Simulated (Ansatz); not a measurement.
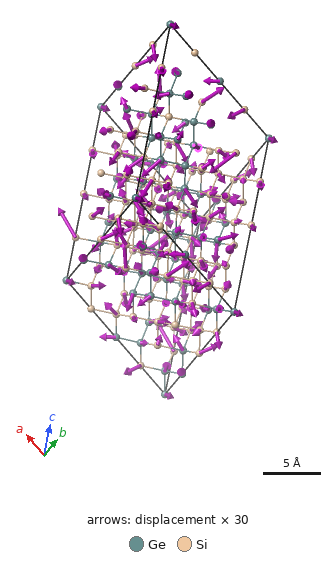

This is a relaxation of crystalline Ge49Si79 (a generated structure, set up in P1). The starting structure is drawn; purple arrows show the displacements, magnified 30 times.

Style: ball-and-stick. Shown: the cell of the calculation, from a free direction.

Computed with DFT, PBEsol, PAW, plane waves (Ansatz 0.2.0). (plane-wave cutoff 420 eV; k-point mesh 1 × 1 × 1; mesh shifted by (0.5, 0.5, 0.5); no spin polarisation; cell relaxed at fixed shape; force threshold 0.03 eV/Å; at most 80 steps)

**Describe the change and its energy.**

The largest move relative to the cell is that of a Si atom, 0.11 Å roughly along [1 −1 1]. By element the largest moves are Si 0.11 Å, Ge 0.08 Å. The drawn cell changes as follows: a = b = c 15.627 → 15.601 Å (−0.2 %); the volume changes by −0.5 %. Among the contacts that change: Ge–Ge 2.356 → 2.453 Å, Si–Si 2.452 → 2.355 Å, Si–Si 2.430 → 2.352 Å, Ge–Ge 2.382 → 2.460 Å. Bond angles that change, for instance: Ge–Si–Ge 113.0° → 107.8°, Ge–Si–Ge 112.1° → 107.6°, Si–Si–Si 107.5° → 111.5°. The space group stays P1 (No. 1). The energy falls by 1.858 eV per cell of the calculation in 4 geometry steps. Largest force component: 1.2 eV/Å at the start, 0.02 eV/Å at the end. The pressure goes from −0.29 to 0.00 GPa. The run took 13 s on 1 × NVIDIA GB300 Max-Q with 8 threads of Arm Neoverse-V2, peak memory 2.7 GiB.
